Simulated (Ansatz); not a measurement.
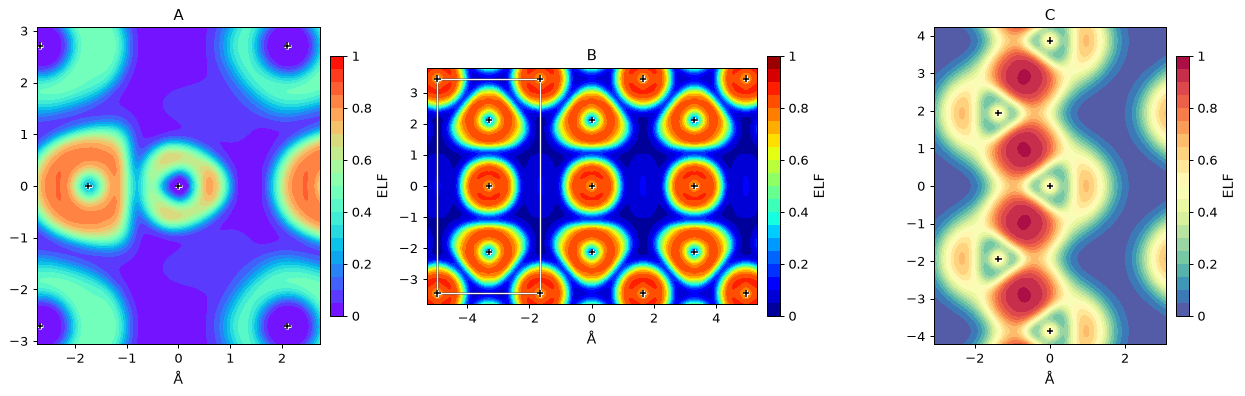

The electron localisation function of 3 systems, each on a plane through atoms (crosses mark nuclei in the plane).

Method: DFT PBE, scalar-relativistic, plane waves, PAW in Ansatz 0.2.0.

System 1: HfO2, the (110) plane of the conventional cell. Space group P4₂/mnm; a structure from a database of computed crystals, not necessarily the ambient phase; changed on purpose from its base cell (strain along c alone, the other axes held, atoms relaxed: +2.0 %); computed pressure about −5 GPa in this cell.

```
CELL_PARAMETERS angstrom
4.88037 0.00000 0.00000
0.00000 4.88037 0.00000
0.00000 0.00000 3.30243
ATOMIC_POSITIONS crystal
Hf 0.00000 0.00000 0.00000
Hf 0.50000 0.50000 0.50000
O 0.19378 0.80622 0.50000
O 0.30622 0.30622 0.00000
O 0.69378 0.69378 0.00000
O 0.80622 0.19378 0.50000
```

System 2: TiPbO3, the (11̄0) plane of the conventional cell. Space group P4mm; computed without spin polarisation.

```
Ti Pb O
1.0
     3.83936    0.00000    0.00000
     0.00000    3.83936    0.00000
     0.00000    0.00000    4.77895
Ti Pb O
1 1 3
Direct
  0.50000 0.50000 0.51640
  0.00000 0.00000 0.95751
  0.50000 0.50000 0.15229
  0.50000 0.00000 0.62750
  0.00000 0.50000 0.62750
```

System 3: Si, the (101) plane of the conventional cell. Space group Fd-3m.

```
Si
1.0
     5.46976    0.00000    0.00000
     0.00000    5.46976    0.00000
     0.00000    0.00000    5.46976
Si
8
Direct
  0.00000 0.00000 0.00000
  0.50000 0.50000 0.00000
  0.50000 0.00000 0.50000
  0.00000 0.50000 0.50000
  0.25000 0.25000 0.25000
  0.75000 0.75000 0.25000
  0.75000 0.25000 0.75000
  0.25000 0.75000 0.75000
```

### Match each panel to its system.

Panel A is system 2, TiPbO3: the plane holds Ti, Pb and O. Ti–O (1.74 Å): the ELF peaks at about 0.80 in the valence shell of O, 0.5 Å from its nucleus, and is about 0.35 at the midpoint. Panel B is system 1, HfO2: the plane holds Hf and O. Hf–O (2.12 Å): the ELF peaks at about 0.80 in the valence shell of O, 0.6 Å from its nucleus, and drops to about 0.20 between the two atoms: no shared electron pair shows on this line. Panel C is system 3, Si: the plane holds Si. Si–Si (2.37 Å): the ELF peaks at about 0.95 between the atoms; a covalent bond.
